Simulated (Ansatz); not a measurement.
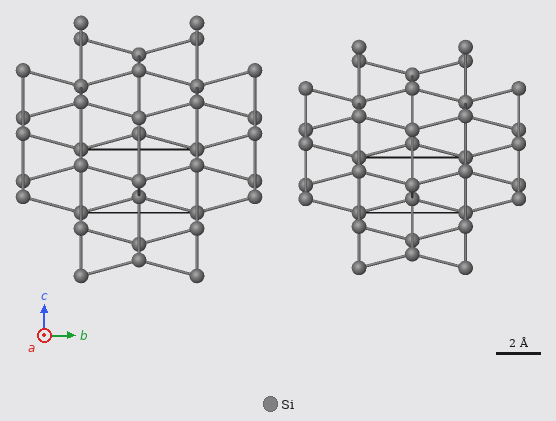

Two geometries of crystalline Si (built on the beta-tin_141 type) (coarse preliminary run), drawn at one scale. One is the start of a relaxation, the other its converged end. A ball-and-stick model of the conventional cell (2 times the calculation's cell), repeated 1 × 1 × 2 with one cell outlined, seen along the a axis. Lengths and directions refer to the drawn axes.

Theory: Ansatz, DFT PBE, scalar-relativistic, plane waves, PAW. Settings: plane-wave cutoff 420 eV; k-point mesh 6 × 6 × 6; occupations gaussian; smearing width 0.1 eV; no spin polarisation; cell and atoms relaxed; force threshold 0.04 eV/Å; at most 70 steps.

Q: Which of the two is the end point?

A: The right one is the relaxed one. Case: beta-tin type (I4_1/amd, No. 141). After 5 accepted moves (6 points after the start) the energy has fallen by 373 meV per atom. All forces vanish by symmetry, so only the cell relaxes. Pressure: −15.75 GPa at the start and −0.06 GPa at the end. The SCF was repeated once at an unchanged geometry on a basis and grid sized afresh for the cell, which shifted the energy by 0.2 meV per atom at most. No atom moves by more than 0.005 Å relative to the cell. Cell: a = b 5.334 → 4.902 Å (−8.1 %), c 2.910 → 2.540 Å (−12.7 %). Volume −26.3 %. Among the contacts that change: Si–Si 2.910 → 2.540 Å, Si–Si 3.446 → 3.104 Å, Si–Si 2.765 → 2.532 Å. The space group stays I4_1/amd (No. 141).
